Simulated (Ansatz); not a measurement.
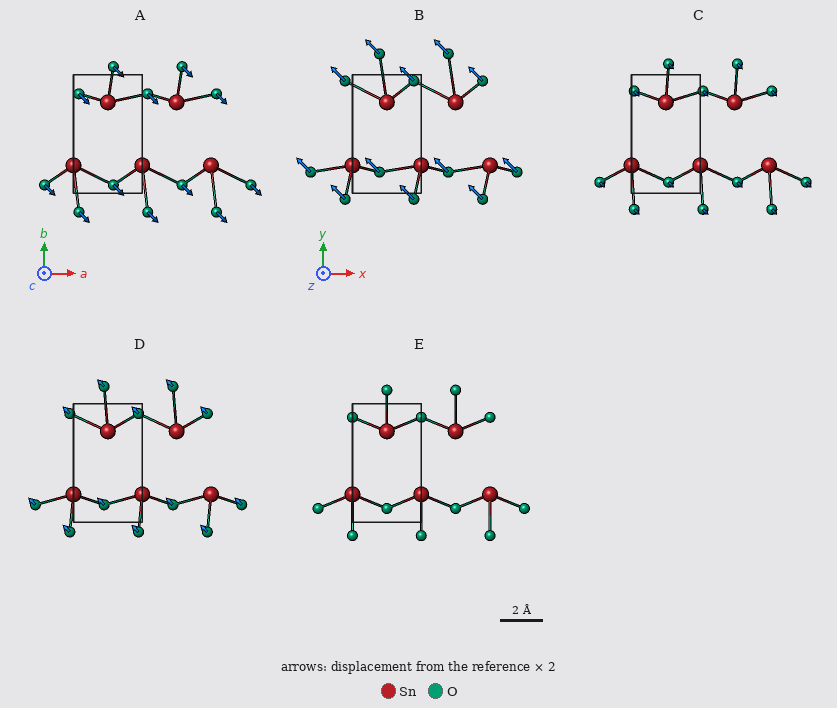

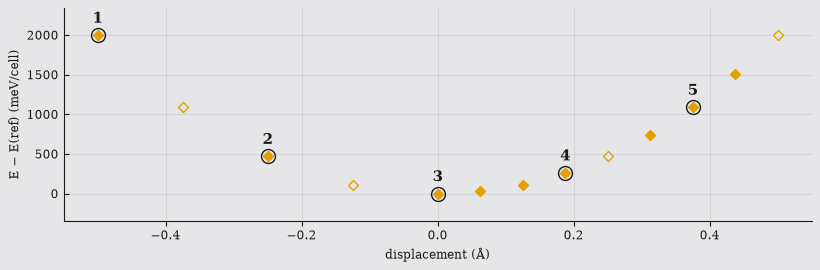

Energy scan for a crystal of SnO (Pmn2_1), in which the whole O sublattice is shifted rigidly, along Cartesian [1 -1 0], all else fixed. The frames are shuffled; the numbered points of the plot belong to them. Hollow markers are points alike by symmetry, not computed again. The picture is a ball-and-stick view of the cell of the calculation, repeated 2 × 1 × 1 with one cell outlined, seen along the c axis. Blue arrows: displacements from the reference.

Computed with DFT PBEsol, scalar-relativistic, plane waves, PAW (Ansatz 0.2.0). Set-up: plane-wave cutoff 420 eV; k-point mesh 8 × 6 × 8; occupations gaussian; smearing width 0.05 eV; no spin polarisation. Energies (free energies at the smearing named) are counted from the relaxed crystal.

Which frame belongs to which numbered point?

Point 1 is frame B (the displacement −0.50 Å, 1999 meV/cell); 2 is frame D (the displacement −0.25 Å, 471 meV/cell); 3 is frame E (the displacement 0.00 Å, 0 meV/cell); 4 is frame C (the displacement 0.1875 Å, 262 meV/cell); 5 is frame A (the displacement 0.375 Å, 1089 meV/cell). Of the computed points the lowest is at the displacement 0.00 Å, 0 meV/cell. At the ends of the scan the energy is 1999 meV/cell (−0.50 Å) and 1999 meV/cell (0.50 Å). The curvature at zero is about 15 eV/Å² per cell. The well is symmetric. At the highest point the shortest interatomic distance is 1.79 Å, against 2.13 Å in the reference. The distortion takes the space group from Pmn2_1 to P1.
